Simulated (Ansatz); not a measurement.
```
B As
1.0
     4.61057    0.00000    0.00000
     0.00000    4.61057    0.00000
     0.00000    0.00000    4.61057
B As
4 4
Direct
  0.00000 0.00000 0.00000
  0.50000 0.50000 0.00000
  0.50000 0.00000 0.50000
  0.00000 0.50000 0.50000
  0.50000 0.00000 0.00000
  0.00000 0.50000 0.00000
  0.00000 0.00000 0.50000
  0.50000 0.50000 0.50000
```

Space group Fm-3m; started from the rocksalt prototype, which need not be the ambient phase.

These are results of Ansatz 0.2.0, DFT, PBE, plane waves, PAW, not measurements.

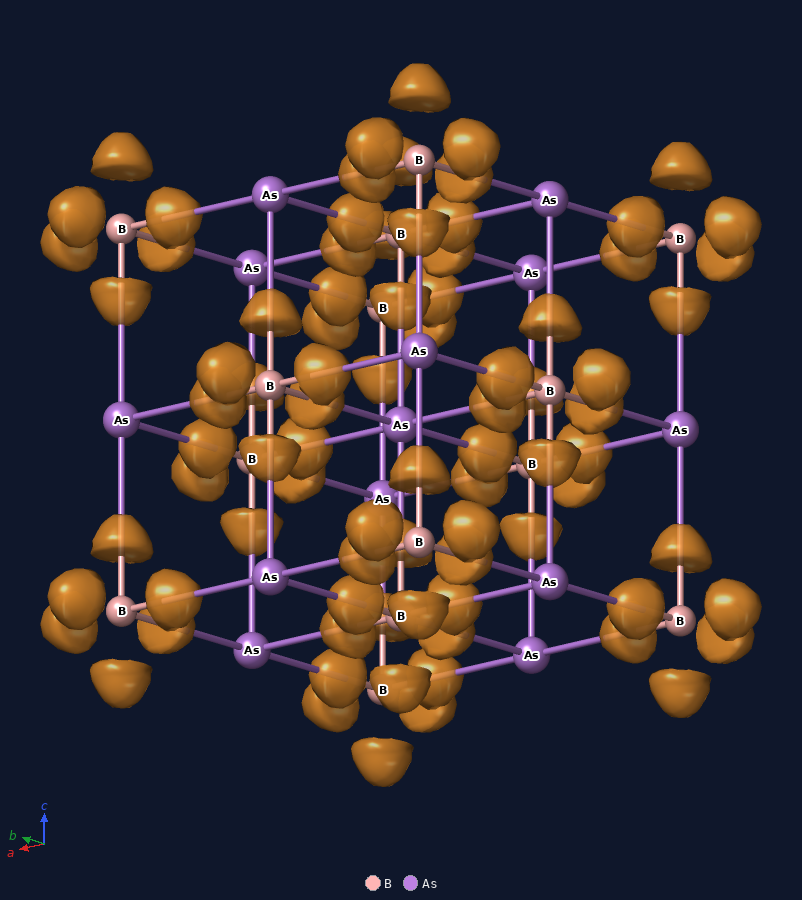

BAs. Isosurface of the electron localisation function at 0.7 (orange), seen at an oblique angle. Only the valence region is drawn (cores and ρ < 0.01 e/Å³ removed). Sticks mark near contacts.

**What do the ELF domains correspond to?**

The surface consists of 24 regions between bonded As–B atoms (shared pairs), counted in one cell of 8 atoms. Regions shared between cells count once. Profiles from the grid: B–As (2.31 Å): the ELF peaks at about 0.80 between the atoms.
